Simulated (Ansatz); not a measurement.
# Calculations on I

Part 1: Relaxation

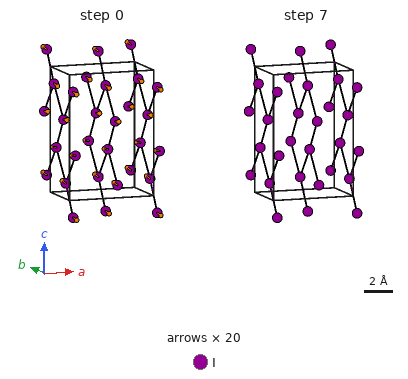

The structure of a crystal of I (set up in Cmce) before (left) and after (right) a relaxation, at one scale. The orange arrows give the displacements (the part carried along by the change of the cell is left out), 20 times their true length.

The picture is a ball-and-stick view of the conventional cell (2 times the calculation's cell), seen slightly off an axis. Lengths and directions refer to the drawn axes.

Case: relaxed at 12 GPa.

The calculation used Ansatz, DFT PBEsol, scalar-relativistic, plane waves, PAW. (plane-wave cutoff 420 eV; k-point mesh 10 × 10 × 4; occupations gaussian; smearing width 0.02 eV; target pressure 12 GPa; no spin polarisation; cell and atoms relaxed; force threshold 0.008 eV/Å; at most 50 steps)

Q: Summarise the run.

A: The largest moves relative to the cell, 0.056 Å, are those of I atoms. The drawn cell changes as follows: a 6.441 → 6.102 Å (−5.3 %), b 4.073 → 3.995 Å (−1.9 %), c 9.161 → 9.168 Å (+0.1 %); the volume changes by −7.0 %. Among the contacts that change: I–I 2.736 → 2.794 Å, I–I 3.086 → 3.053 Å. The space group stays Cmce (No. 64). After 5 accepted moves (7 points after the start) the energy has risen by 114 meV per atom. With the target pressure of 12 GPa, the enthalpy E + pV changes by −42.9 meV per atom. Largest force component: 0.25 eV/Å at the start, 0.00017 eV/Å at the end. Pressure: 9.07 GPa at the start and 12.00 GPa at the end. The line search rejected the trial step at point 5 of the run. At 1 point the geometry stayed and the basis and grid were re-selected for the new cell (energy shift of 0.4 meV per atom at most each time).

Part 2: Relaxation

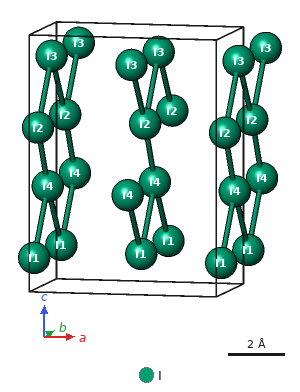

Solid I (set up in Cmce), before the relaxation. A ball-and-stick model of the conventional cell (2 times the calculation's cell), repeated 1 × 2 × 1 with one cell outlined, seen slightly off an axis. Lengths and directions refer to the drawn axes.

Case: relaxed at 4 GPa.

The calculation used DFT PBEsol, scalar-relativistic, plane waves, PAW (Ansatz).

Input
```yaml
crystal:
  lattice:
    - [3.4577859094, -2.1043906876, 0.0]
    - [3.4577859094, 2.1043906876, 0.0]
    - [0.0, 0.0, 9.2996762961]
  atoms:
    - { symbol: I, position: [0.8211753444, 0.1788246556, 0.1230025011] }
    - { symbol: I, position: [0.6788246556, 0.3211753444, 0.6230025011] }
    - { symbol: I, position: [0.1788246556, 0.8211753444, 0.8769974989] }
    - { symbol: I, position: [0.3211753444, 0.6788246556, 0.3769974989] }
basis:
  ecutwfc: 420
kpoints:
  mp_grid: { grid: [8, 8, 4] }
hamiltonian:
  xc: pbesol
scf:
  occupations: { method: gaussian, width: 0.02 }
output:
  forces: true
  stress: true
  eigenvalues: true
  write_density: true
  write_potential: true
  elf: true
  volumetric_format: npy
relax:
  adjacent_minimum: "off"
  f_tol: 0.008
  max_steps: 50
  cell: { stress_tol: 0.08, p_target: 4.0 }
```

Launched with:
```bash
ansatz run input.yaml --threads 1 --pin off --max-ram 2560MiB --backend cpu --events-out ev --progress --plain --runs-dir out
```

Question: Predict the outcome.

Answer: The largest moves relative to the cell, 0.043 Å, are those of I1, I2, I3 and I4. I4 goes roughly along +b. The volume changes by −3.8 %, with a 6.916 → 6.615 Å (−4.3 %), b 4.209 → 4.183 Å (−0.6 %), c 9.300 → 9.408 Å (+1.2 %). Some distances before and after: I1–I3 2.739 → 2.810 Å, I1–I4 3.164 → 3.169 Å. The space group stays Cmce (No. 64). The energy rises by 51.5 meV per cell of the calculation in 3 accepted moves (4 points after the start). With the target pressure of 4 GPa, the enthalpy E + pV changes by −77.5 meV per cell of the calculation. The largest force component goes from 0.28 to 0.0026 eV/Å. Pressure: 4.50 GPa at the start and 4.02 GPa at the end. At 1 point the geometry stayed and the basis and grid were re-selected for the new cell (energy shift of 0.8 meV per cell of the calculation at most each time).

History of the run:

```json
{"step": "0", "E − E(0), meV/atom": "0.00", "largest force component, eV/Å": "0.2847", "pressure, GPa": "4.50", "volume, Å³/atom": "33.835", "note": ""}
{"step": "1", "E − E(0), meV/atom": "17.53", "largest force component, eV/Å": "0.1496", "pressure, GPa": "3.54", "volume, Å³/atom": "32.498", "note": ""}
{"step": "2", "E − E(0), meV/atom": "11.16", "largest force component, eV/Å": "0.0127", "pressure, GPa": "3.93", "volume, Å³/atom": "32.605", "note": ""}
{"step": "3", "E − E(0), meV/atom": "12.67", "largest force component, eV/Å": "0.0026", "pressure, GPa": "4.02", "volume, Å³/atom": "32.543", "note": ""}
{"step": "4", "E − E(0), meV/atom": "12.88", "largest force component, eV/Å": "0.0026", "pressure, GPa": "4.02", "volume, Å³/atom": "32.543", "note": "same geometry, new basis"}
```

After the run, drawn alike:

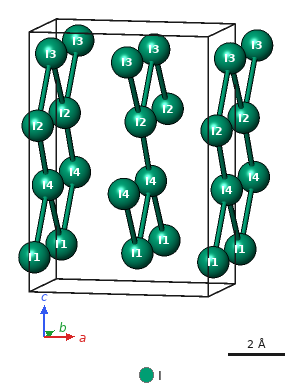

Part 3: A change

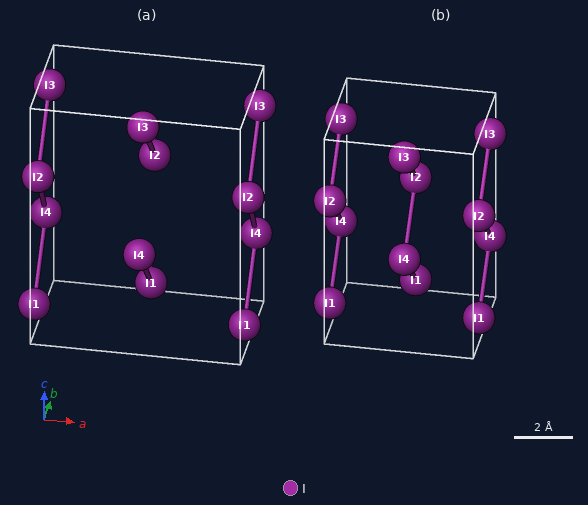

Left: a crystal of I (set up in Cmce). Right: the same structure after one change, at the same scale. Style: ball-and-stick. Shown: the conventional cell (2 times the calculation's cell), from a free direction. Lengths and directions refer to the drawn axes.

Theory: DFT PBEsol, scalar-relativistic, plane waves, PAW (Ansatz 0.2.0). (plane-wave cutoff 420 eV; occupations gaussian; no spin polarisation) The k-mesh is chosen for each cell (8×8×4, 12×12×4). Smearing widths differ between the runs.

The crystal is put under a hydrostatic pressure of 25 GPa. Cell and atoms are relaxed at that pressure.

> How do the computed properties respond?

The drawn cell changes as follows: a 7.502 → 5.317 Å (−29.1 %), b 4.387 → 4.243 Å (−3.3 %), c 9.638 → 8.368 Å (−13.2 %); the volume changes by −40.5 %. The largest moves relative to the cell, 0.33 Å, are those of I1, I2, I3 and I4. I3 goes along −b. Some distances before and after: I–I 3.719 → 2.979 Å, I–I 3.290 → 2.980 Å, I–I 2.811 → 2.979 Å. New contacts form: I1–I3 (3.72 → 2.98 Å), I2–I4 (3.72 → 2.98 Å). The space group (tolerance 0.01 Å) goes from Cmce (No. 64) to Fmmm (No. 69). The energy rises by 753 meV per atom. (The two runs use different k-meshes.) Pressure: 0.0 GPa before, 25.0 GPa after.

Limits of the set-up: layers or molecules are held without a dispersion correction, so their spacing is unreliable.

Part 4: Series

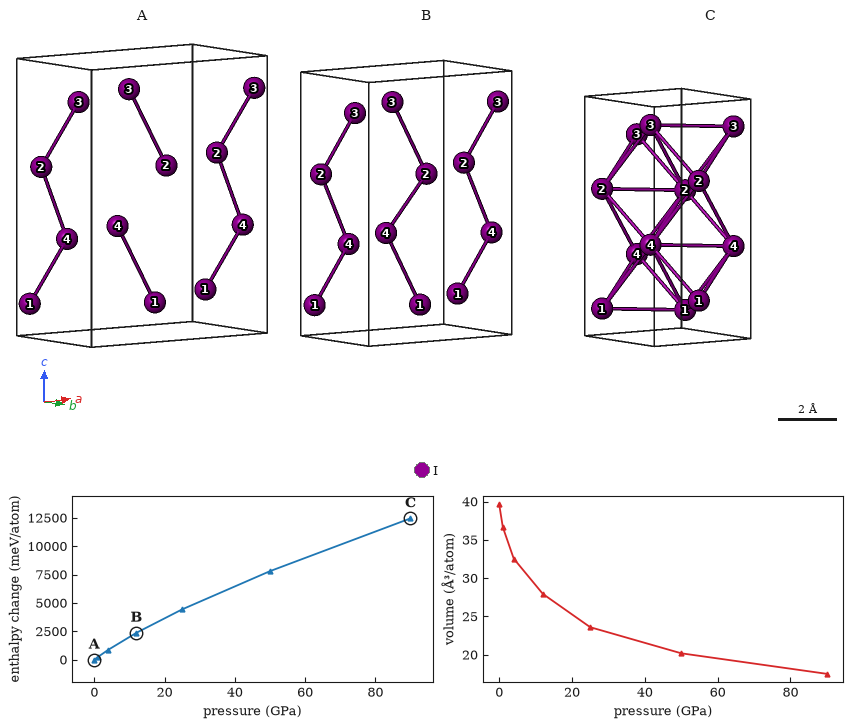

Members of a series of calculations on solid I (set up in Cmce), marked on the first curve. The picture is a ball-and-stick view of the conventional cell (2 times the calculation's cell), seen from a free direction. Lengths and directions refer to the drawn axes.

The calculation used DFT PBEsol, scalar-relativistic, plane waves, PAW (Ansatz 0.2.0). (plane-wave cutoff 420 eV; occupations gaussian; no spin polarisation) The k-mesh is chosen for each cell (8×8×4, 10×10×4, 12×12×4, 14×14×6). Smearing widths differ between the runs.

**Describe the series.**

The structure is relaxed at several pressures. A (pressure 0.0 GPa): enthalpy change 0.0 meV/atom, volume 39.65 Å³ per atom. B (pressure 12.0 GPa): enthalpy change 2374 meV/atom, volume 27.94 Å³ per atom. C (pressure 90.0 GPa): enthalpy change 12453 meV/atom, volume 17.51 Å³ per atom. The rest compares A with C. The drawn cell changes as follows: a 7.502 → 4.127 Å (−45.0 %), b 4.387 → 4.077 Å (−7.1 %), c 9.638 → 8.324 Å (−13.6 %); the volume changes by −55.8 %. Among the bonded contacts that change: I–I 4.484 → 2.931 Å, I–I 4.345 → 2.901 Å, I–I 3.719 → 2.913 Å. New contacts form: I1–I3 (3.72 → 2.91 Å), I1–I3 (4.49 → 2.93 Å), I1–I4 (4.48 → 2.93 Å).

Limits of the set-up: layers or molecules are held without a dispersion correction, so their spacing is unreliable.
